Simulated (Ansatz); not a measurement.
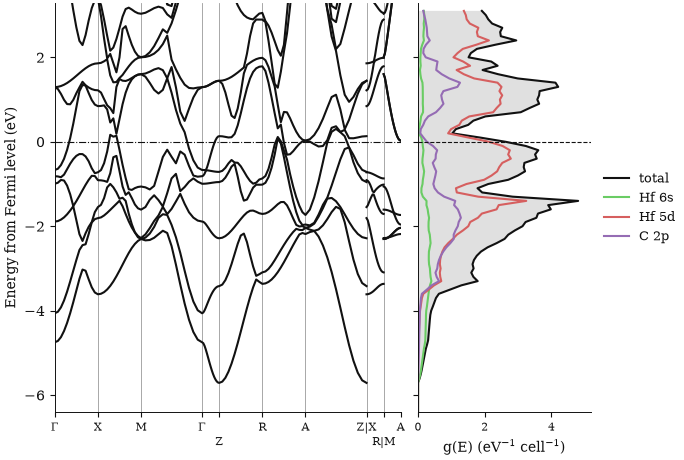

Band structure and density of states. Energies are counted from the Fermi level. The partial curves are projected on Löwdin-orthogonalised atomic shells.

Structure: Hf2C, space group P4/mmm (No. 123), 3 atoms in the cell.

Computed with Ansatz: DFT PBE, scalar-relativistic, plane waves, PAW, no spin polarisation, 16×16×6 k mesh, 420 eV cutoff.

Metal, semiconductor or insulator?

A metal: bands cross the Fermi level along this path.

What is the density of states at the Fermi level?

The density of states at the Fermi level isn't well fixed here: it changes fast, and within 0.3 eV it runs from 1 to 3.6 per eV and cell.

By band count a gap could open at this filling. What closes it?

The last band that the electron count would fill rises to 0.30 eV above the Fermi level between A and Z, leaving holes there, and the next band dips to 0.67 eV below it between Γ and Z, holding electrons: an overlap of 0.98 eV.

The structure is an invented one, so it need not be a known or stable phase. Spin-orbit coupling is left out, which matters for Hf.
